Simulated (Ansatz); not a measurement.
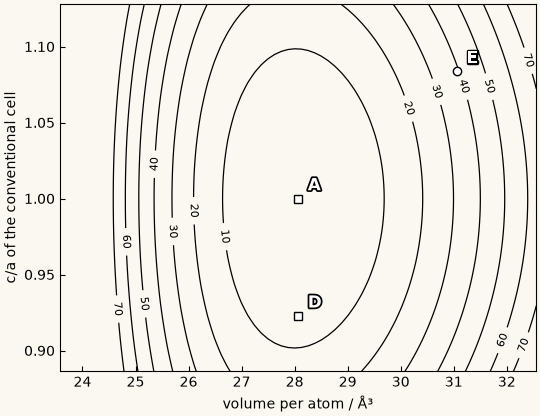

CuI (F-43m, No. 216; 2 atoms in the cell). 
- The energy is mapped over volume and the cell's shape.
- Coordinates scanned: (1) volume per atom; (2) c/a of the conventional cell.
- Nothing is relaxed (symmetry fixes all fractional coordinates).
- Grid: 7 × 7 points.
- Points are written as (first, second).
- Energies are in meV/atom, from the lowest grid point.
- Theory: DFT PBE, scalar-relativistic, plane waves, PAW in Ansatz 0.2.0. Settings: cutoff 520 eV, k-mesh 8×8×8, gaussian smearing 0.05 eV, no spin polarisation.

The picture shows contour lines labelled in meV/atom (none above 70), lettered points. Between grid points the surface is interpolated.

### Which space group has the cell at each letter?

A: F-43m; D: I-4m2; E: I-4m2.

### What kind of point is each of A, E: minimum, saddle, maximum or slope?

A: minimum; E: on a slope. (In these two coordinates alone; a stationary point may lie a little off the grid point.)
